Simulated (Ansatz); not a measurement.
A series of calculations on Si2Mo

**1. Relaxation**

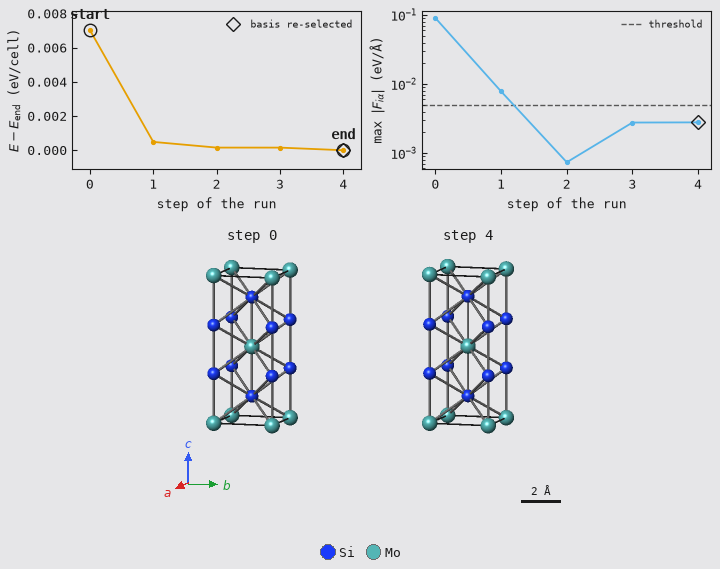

First and last geometry of a relaxation of solid Si2Mo (set up in I4/mmm), with the history of the run. The picture is a ball-and-stick view of the conventional cell (2 times the calculation's cell), seen slightly off an axis. Lengths and directions refer to the drawn axes.

Method: DFT PBE, scalar-relativistic, plane waves, PAW (Ansatz).

The input:
```yaml
crystal:
  lattice:
    - [-1.60213228, 1.60213228, 3.90809598]
    - [1.60213228, -1.60213228, 3.90809598]
    - [1.60213228, 1.60213228, -3.90809598]
  atoms:
    - { symbol: Si, position: [0.66457063, 0.66457063, 0.0] }
    - { symbol: Si, position: [0.33542937, 0.33542937, 0.0] }
    - { symbol: Mo, position: [0.0, 0.0, 0.0] }
basis:
  ecutwfc: 420
kpoints:
  mp_grid: { grid: [18, 18, 18] }
hamiltonian:
  xc: pbe
scf:
  occupations: { method: gaussian, width: 0.1 }
output:
  forces: true
  stress: true
  eigenvalues: true
  write_density: true
  write_potential: true
  elf: true
  volumetric_format: npy
relax:
  adjacent_minimum: "off"
  f_tol: 0.005
  max_steps: 80
  cell: { stress_tol: 0.05 }
```

Launched with:
```bash
ansatz run input.yaml --threads 4 --pin off --max-ram 8192MiB --backend cpu --events-out ev --progress --plain --runs-dir out
```

Question: What do the curves and the structures tell?

Answer: It converged. No atom moves by more than 0.005 Å relative to the cell. The drawn cell changes as follows: a = b 3.204 → 3.217 Å (+0.4 %), c 7.816 → 7.873 Å (+0.7 %); the volume changes by +1.5 %. Near-neighbour distances that change, for instance: Si1–Si2 2.573 → 2.597 Å, Si1–Mo3 2.622 → 2.638 Å, Si1–Mo3 (another image) 2.605 → 2.619 Å, Si1–Si2 (another image) 2.630 → 2.640 Å. The space group stays I4/mmm (No. 139). The energy falls by 7.0 meV per cell of the calculation in 3 accepted moves (4 points after the start). Largest force component: 0.09 eV/Å at the start, 0.0028 eV/Å at the end. Pressure: 3.36 GPa at the start and 0.01 GPa at the end. The SCF was repeated once at an unchanged geometry on a basis and grid sized afresh for the cell, which shifted the energy by 0.2 meV per cell of the calculation at most.

**2. Relaxation**

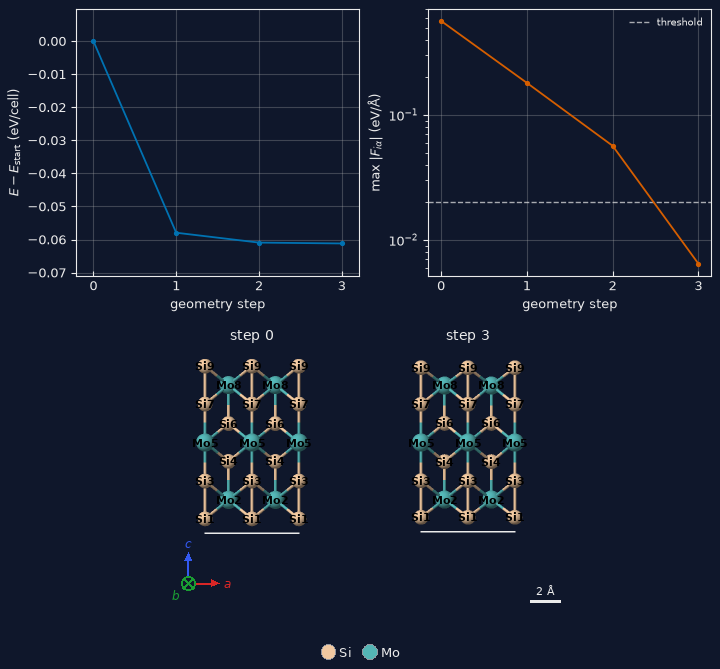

First and last geometry of a relaxation of a slab of composition Si$_{2}$Mo (cut from the I4/mmm phase), with the history of the run. Style: ball-and-stick. Shown: the 2 × 2 repeat of the cell, outlined in the plane, without the vacuum, along the b axis.

Case: (0 0 1) slab, atoms relaxed. The slab is the (0 0 1) face of Si2Mo.

These are results of DFT PBE, scalar-relativistic, plane waves, PAW in Ansatz 0.2.0, not measurements. Settings: plane-wave cutoff 420 eV; k-point mesh 11 × 11 × 1; occupations gaussian; smearing width 0.1 eV; no spin polarisation; dipole correction; atoms relaxed in a fixed cell; force threshold 0.02 eV/Å; at most 60 steps.

Did the run converge, and what did it change?

Answer. It converged. The largest moves relative to the layer's centre, 0.10 Å, are those of Si1 and Si9. Si9 goes along the normal (−c). Largest moves by element: Si 0.10 Å, Mo 0.03 Å. The cell stays as it was. Among the contacts that change: Si1–Si3 2.597 → 2.509 Å, Mo2–Si4 2.638 → 2.597 Å, Mo8–Si9 2.619 → 2.582 Å, Mo5–Si7 2.638 → 2.621 Å. Among the angles between lasting bonds that change: Mo2–Si1–Mo2 120.6° → 123.5°. After 3 geometry steps the energy has fallen by 61.2 meV per cell of the calculation. The largest force component goes from 0.57 to 0.0065 eV/Å.

```csv
step,"E − E(0), meV/atom","largest force component, eV/Å"
0,0.00,0.5665
1,-6.44,0.1809
2,-6.77,0.0567
3,-6.80,0.0065
```

**3. A change**

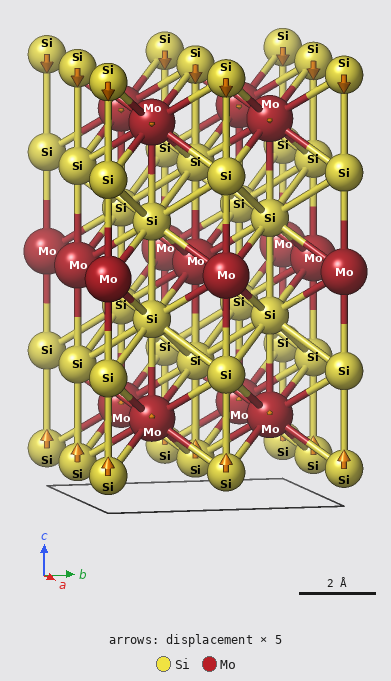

A (0 0 1) slab of Si₂Mo as cut from the relaxed bulk. The orange arrows show how the atoms are displaced, magnified 5 times. A ball-and-stick model of the 2 × 2 repeat of the cell, outlined in the plane, without the vacuum, seen slightly off an axis.

Level of theory: DFT PBE, scalar-relativistic, plane waves, PAW in Ansatz. Settings: plane-wave cutoff 420 eV; occupations gaussian; smearing width 0.1 eV; no spin polarisation. The k-mesh is chosen for each cell (11×11×9, 11×11×1).

### Describe the change and its computed effect.

The atoms of the slab are relaxed at the bulk's in-plane cell. The surface energy (mean of the two faces) falls from 2.36 to 2.31 J/m². The top spacing, between the Si and Mo planes, goes from 1.30 to 1.22 Å (−6.0 %), the bottom one (Si to Mo) from 1.30 to 1.22 Å (−6.0 %). The lattice vectors keep their values. The largest moves relative to the layer's centre, 0.10 Å, are those of Si atoms. Largest moves by element: Si 0.10 Å, Mo 0.03 Å. Among the bonded contacts that change: Si–Si 2.597 → 2.509 to 2.625 Å, Mo–Si 2.638 → 2.597 to 2.621 Å, Mo–Si 2.619 → 2.582 to 2.626 Å, Si–Si 2.640 → 2.624 Å.
